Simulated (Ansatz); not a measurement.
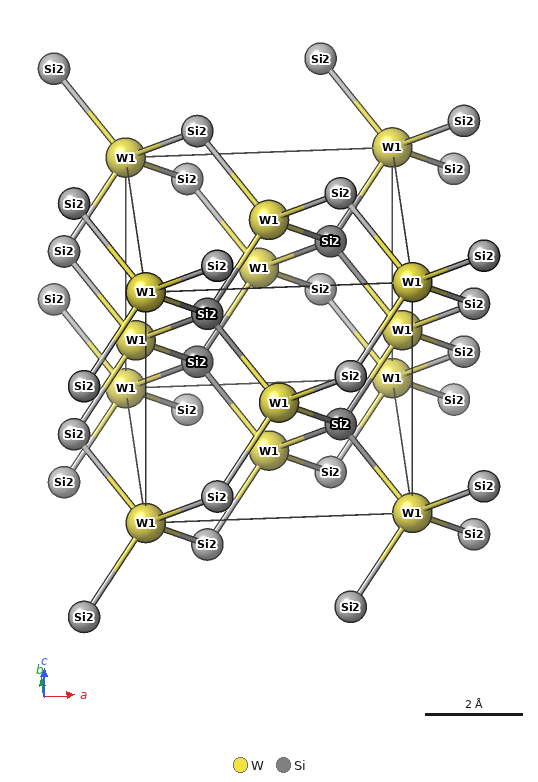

Fig. 1: The structure as given in the input (ball-and-stick view of the cell 4 times as large as that of the calculation, set on its symmetry axes, seen at an oblique angle; neighbours outside the cell are drawn fainter; atoms are numbered from 1 in the order of the input). An atom can appear more than once, as a periodic image. Near neighbours in the periodic cell (some may lie outside the picture): W has 4 Si at 2.39 Å; Si has 4 W at 2.39 Å.

# What a change does: single-point calculation on WSi

System: WSi (F-43m, 2 atoms in the cell).
Method of run A: DFT r2SCAN, scalar-relativistic, plane waves, PAW, spin-polarised (Ansatz 0.2.0).

The structure was built on a prototype by a generator; it need not be a known phase. Text and figures count atoms from 1; the logs count them from 0 in places.

Input, run A:
```yaml
crystal:
  lattice:
    - [0.0, 2.7631810472, 2.7631810472]
    - [2.7631810472, 0.0, 2.7631810472]
    - [2.7631810472, 2.7631810472, 0.0]
  atoms:
    - { symbol: W, position: [0.0, 0.0, 0.0], spin: 2.5 }
    - { symbol: Si, position: [0.25, 0.25, 0.25] }
basis:
  ecutwfc: 500
kpoints:
  mp_grid: { grid: [14, 14, 14] }
hamiltonian:
  xc: r2scan
scf:
  occupations: { method: gaussian, width: 0.1 }
  lower_state_search: "off"
output:
  forces: true
  stress: true
  eigenvalues: true
  populations: true
magnetization:
  spin_polarized: true
```

Launched with:
```bash
ansatz run input.yaml --threads 1 --pin off --max-ram 2560MiB --backend cpu --events-out ev --progress --plain --runs-dir out
```

Hardware: 1 thread of Intel Xeon @ 2.50GHz (Skylake/Cascade Lake), 189 GiB of memory available, shared host.

Output, shortened to warnings, some set-up lines, iterations and results (run A):
```
WARN: the starting moments were not kept: the SCF closed with an absolute magnetisation of 3.9e-4 μB, where they sum to 2.5 μB in size (1 site). That is at most 0.1 of that sum. Measured as dr2_m measures the in/out step, that magnetisation stands 3.3e-8 eV from none, at or under the dr2_threshold of 1.0e-7 eV: it is no larger than a step whose dr2_m would equal this threshold. The system may …
Basis set: ecut = 500 eV, 1067 PW (Γ), exchange–correlation on 120×120×120 points (64 copies of the dense FFT grid, shifted against one another)
Symmetry: 24 space group operations
k-points: 104 of 2744 (time reversal used)
Initial density: superposition of atomic densities (chi_scale 0.1, normalization cell)
[...]
SCF iter   1: F=-11032.887443 eV  HF=-11032.692984 eV  |F-HF|=1.94e-1  |Δ(HF+E_count)|=         —  Δρ=6.07e-2 (↑6.07e-2 ↓5.26e-2)  dr2=1.02e0  dr2_τ=1.24e-1  dr2_m=1.03e0  …
SCF iter   2: F=-11033.098644 eV  HF=-11032.938018 eV  |F-HF|=1.61e-1  |Δ(HF+E_count)|=   2.45e-1  Δρ=4.30e-2 (↑4.30e-2 ↓4.00e-2)  dr2=5.33e-1  dr2_τ=1.72e-2  dr2_m=5.42e-1  …
SCF iter   3: F=-11033.205674 eV  HF=-11033.080867 eV  |F-HF|=1.25e-1  |Δ(HF+E_count)|=   1.43e-1  Δρ=3.00e-2 (↑2.44e-2 ↓3.00e-2)  dr2=8.58e-2  dr2_τ=9.19e-3  dr2_m=2.73e-1  …
SCF iter   4: F=-11033.238352 eV  HF=-11033.155435 eV  |F-HF|=8.29e-2  |Δ(HF+E_count)|=   7.46e-2  Δρ=2.12e-2 (↑2.12e-2 ↓2.02e-2)  dr2=4.79e-3  dr2_τ=5.69e-3  dr2_m=1.65e-1  …
SCF iter   5: F=-11033.244741 eV  HF=-11033.197832 eV  |F-HF|=4.69e-2  |Δ(HF+E_count)|=   4.24e-2  Δρ=1.53e-2 (↑1.53e-2 ↓1.53e-2)  dr2=2.06e-3  dr2_τ=2.19e-3  dr2_m=9.01e-2  …
[... 19 lines ...]
SCF iter  25: F=-11033.270990 eV  HF=-11033.270990 eV  |F-HF|=5.89e-8  |Δ(HF+E_count)|=   1.03e-5  Δρ=1.52e-5 (↑8.94e-6 ↓1.52e-5)  dr2=7.11e-8  dr2_τ=8.75e-9  dr2_m=5.06e-8  …
SCF iter  26: F=-11033.270991 eV  HF=-11033.270991 eV  |F-HF|=5.36e-8  |Δ(HF+E_count)|=   9.54e-7  Δρ=2.08e-6 (↑1.57e-6 ↓2.08e-6)  dr2=1.87e-9  dr2_τ=7.39e-11  dr2_m=6.94e-10 …
SCF iter  27: F=-11033.270991 eV  HF=-11033.270991 eV  |F-HF|=2.72e-8  |Δ(HF+E_count)|=   6.66e-9  Δρ=1.76e-6 (↑1.11e-6 ↓1.76e-6)  dr2=1.12e-9  dr2_τ=7.53e-11  dr2_m=5.93e-10 …
SCF iter  28: F=-11033.270991 eV  HF=-11033.270991 eV  |F-HF|=4.89e-9  |Δ(HF+E_count)|=   4.37e-8  Δρ=3.45e-7 (↑3.45e-7 ↓2.73e-7)  dr2=1.26e-10  dr2_τ=2.37e-12  …
SCF 1 converged in 28 iterations: F = -11033.270991 eV  dr2 = 1.26e-10
this state was not tested for a lower state beside it, because the mixer in use, unlike msr1, does not test its closes by its own steps (another_mixer; see scf.mixing.algorithm and scf.lower_state_search)
SCF converged after 28 iterations
Magnetization: 0.0003 μB (9.0002 up, 8.9998 down)
Absolute magnetization: 0.0004 μB (∫|ρ↑−ρ↓|, with the PAW one-centre terms)
Spin contamination: 0.0000 ħ² per cell (⟨S²⟩ above its minimum at these occupations)
Per-site moments (μB) at R_I (Å): [(0.00024162830471166277, 0.9871063051289913), (-1.3810943117513605e-5, 0.9871063051289913)]
Free energy (F): -11033.270991 eV
Harris-Foulkes:  -11033.270991 eV  (|F-HF|=4.89e-9)
Internal energy: -11033.261661 eV  (E = F + TS)
E sigma→0 (E₀):  -11033.266326 eV
Entropy (-TS):   -0.009330 eV (-4.665 meV/atom)
Fermi energy:    10.286666 eV
--- Per-component energies (eV) ---
  E_band       = -236.957417
  E_kinetic    = 489.605854
  E_local      = -1186.268679  (includes V_loc(G=0)·N_el)
  E_nonlocal   = 30.947295
  E_hartree    = 428.128489
  E_xc         = -298.156095
  E_vxc        = -306.158423  (∫ρ·V_xc dr)
  E_paw        = -9113.516154  (= ΣΔE_a)
  E_vpaw       = -136.634406  (= ΣTr[D̂ρ^β])
  E_aug_tail   = -0.000038  (compensation charges beyond the density's cutoff)
  E_vtau       = 15.293815  (kinetic-family band-sum trace: ∫τ·v_τ [+ j·A + Jᵃ·Aᵃ] dr)
  E_ewald      = -1383.337952
  E_core_change = -0.664382  (= ΣΔE_core)
  E_smearing   = -0.009330  (= −TS)
  E_closure    = 0.000000  (closes the sum)
  Σ components = -11033.270991   (vs F -11033.270991, Δ=0.00e0)
--- Forces (eV/Å), atoms counted from 1 ---
  atom   1  W      0.00000000    -0.00000000     0.00000000
  atom   2  Si     0.00000000     0.00000000    -0.00000000
  max |Σ_I F_I| component: 4.44e-16 eV/Å
--- Stress (GPa, compression-positive) ---
        1.883825      -0.000000      -0.000000
        0.000000       1.883825      -0.000000
       -0.000000      -0.000000       1.883825
  P = ⅓ Tr σ = 1.8838 GPa (18.838 kbar)
--- Löwdin populations: 2 sites ---
  site symbol       q [e]    m [muB]
     0      W     13.5782     0.0004
     1     Si      4.3033    -0.0001
  spilling = 0.006580 (of n_electrons = 18.000000)
```

The input of run B differs as follows (lines with − go, lines with + come):
```diff
-    - { symbol: W, position: [0.0, 0.0, 0.0], spin: 2.5 }
+    - { symbol: W, position: [0.0, 0.0, 0.0] }
-  populations: true
-magnetization:
-  spin_polarized: true
```

Predict how the results change.

The energy is the same within 0.01 meV per atom. The SCF takes 7 iterations against 28. On the same kind of shared host run B took about 0.15 times as long. The two runs start from different initial densities, which also moves the count.

Output, shortened to warnings, some set-up lines, iterations and results (run B):
```
Basis set: ecut = 500 eV, 1067 PW (Γ), exchange–correlation on 120×120×120 points (64 copies of the dense FFT grid, shifted against one another)
Symmetry: 24 space group operations
k-points: 104 of 2744 (time reversal used)
Initial density: superposition of atomic densities (neutral atoms: chi_scale 0, normalization atom), corrected by the library's trained network
[...]
SCF iter   1: F=-11033.265268 eV  HF=-11033.231666 eV  |F-HF|=3.36e-2  |Δ(HF+E_count)|=         —  Δρ=8.09e-3  dr2=1.41e-2  dr2_τ=4.37e-2  ethr=1.77e-3  ⟨swp⟩=5.6  Hψ=8994  …
SCF iter   2: F=-11033.270150 eV  HF=-11033.267375 eV  |F-HF|=2.77e-3  |Δ(HF+E_count)|=   3.57e-2  Δρ=5.78e-3  dr2=7.05e-3  dr2_τ=2.76e-4  ethr=7.81e-5  ⟨swp⟩=2.3  Hψ=3378  …
SCF iter   3: F=-11033.270812 eV  HF=-11033.271000 eV  |F-HF|=1.88e-4  |Δ(HF+E_count)|=   3.62e-3  Δρ=7.75e-4  dr2=4.10e-4  dr2_τ=1.83e-4  ethr=3.92e-5  ⟨swp⟩=2.6  Hψ=2578  …
SCF iter   4: F=-11033.270984 eV  HF=-11033.270960 eV  |F-HF|=2.35e-5  |Δ(HF+E_count)|=   3.99e-5  Δρ=5.05e-4  dr2=6.69e-5  dr2_τ=4.40e-6  ethr=2.28e-6  ⟨swp⟩=2.3  Hψ=2284  …
SCF iter   5: F=-11033.270990 eV  HF=-11033.270986 eV  |F-HF|=3.73e-6  |Δ(HF+E_count)|=   2.60e-5  Δρ=1.56e-4  dr2=1.09e-5  dr2_τ=1.10e-6  ethr=3.72e-7  ⟨swp⟩=2.1  Hψ=1997  …
SCF iter   6: F=-11033.270991 eV  HF=-11033.270991 eV  |F-HF|=3.50e-7  |Δ(HF+E_count)|=   4.54e-6  Δρ=3.38e-5  dr2=4.67e-7  dr2_τ=1.88e-8  ethr=6.04e-8  ⟨swp⟩=2.0  Hψ=1801  …
SCF iter   7: F=-11033.270991 eV  HF=-11033.270991 eV  |F-HF|=2.80e-8  |Δ(HF+E_count)|=   3.65e-7  Δρ=1.01e-5  dr2=4.99e-8  dr2_τ=1.02e-9  ethr=5.56e-10  ⟨swp⟩=6.1  Hψ=6108  …
SCF 1 converged in 7 iterations: F = -11033.270991 eV  dr2 = 4.99e-8
SCF converged after 7 iterations
Free energy (F): -11033.270991 eV
Harris-Foulkes:  -11033.270991 eV  (|F-HF|=2.80e-8)
Internal energy: -11033.261662 eV  (E = F + TS)
E sigma→0 (E₀):  -11033.266326 eV
Entropy (-TS):   -0.009329 eV (-4.665 meV/atom)
Fermi energy:    10.286733 eV
--- Per-component energies (eV) ---
  E_band       = -236.955367
  E_kinetic    = 489.604857
  E_local      = -1186.266439  (includes V_loc(G=0)·N_el)
  E_nonlocal   = 30.946913
  E_hartree    = 428.127157
  E_xc         = -298.155893
  E_vxc        = -306.158168  (∫ρ·V_xc dr)
  E_paw        = -9113.515884  (= ΣΔE_a)
  E_vpaw       = -136.634166  (= ΣTr[D̂ρ^β])
  E_aug_tail   = -0.000038  (compensation charges beyond the density's cutoff)
  E_vtau       = 15.293804  (kinetic-family band-sum trace: ∫τ·v_τ [+ j·A + Jᵃ·Aᵃ] dr)
  E_ewald      = -1383.337952
  E_core_change = -0.664382  (= ΣΔE_core)
  E_smearing   = -0.009329  (= −TS)
  E_closure    = -0.000000  (closes the sum)
  Σ components = -11033.270991   (vs F -11033.270991, Δ=0.00e0)
--- Forces (eV/Å), atoms counted from 1 ---
  atom   1  W      0.00000000    -0.00000000    -0.00000000
  atom   2  Si     0.00000000     0.00000000    -0.00000000
  max |Σ_I F_I| component: 4.02e-16 eV/Å
--- Stress (GPa, compression-positive) ---
        1.883517       0.000000      -0.000000
        0.000000       1.883517      -0.000000
       -0.000000      -0.000000       1.883517
  P = ⅓ Tr σ = 1.8835 GPa (18.835 kbar)
```

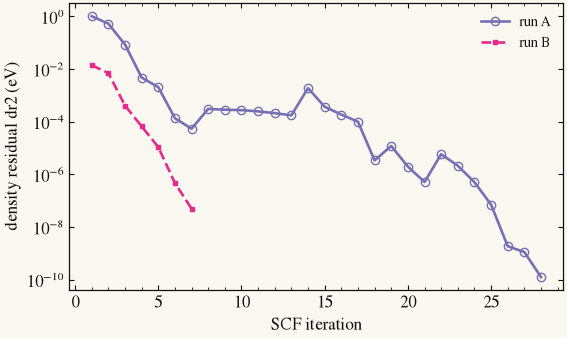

Fig. 2: Convergence of the two runs: density residual dr2 against the SCF iteration. Run A takes 28 iterations in all, and run B takes 7.

The two runs side by side:

| quantity | run A | run B |
| --- | --- | --- |
| outcome | converged | converged |
| free energy per atom (eV) | −5516.6355 | −5516.6355 |
| energy per atom, smearing taken to zero (eV) | −5516.6332 | −5516.6332 |
| gap on the mesh (eV) | 0.00 | 0.00 |
| net moment of the cell (μB) | 0.00 | – |
| absolute moment of the cell (μB) | 0.00 | – |
| pressure (GPa) | 1.88 | 1.88 |
| largest force (eV/Å) | 0.000 | 0.000 |
| SCF iterations | 28 | 7 |
| irreducible k-points | 104 | 104 |
| plane waves at Γ | 1067 | 1067 |
| wall time (shared host) | 2.8 min | 24 s |

For both runs: Spin–orbit coupling is left out, which matters for W. For run A: The electronic state found may not be the lowest one. Warnings: some starting moments were not kept; the state was not tested for a lower one.
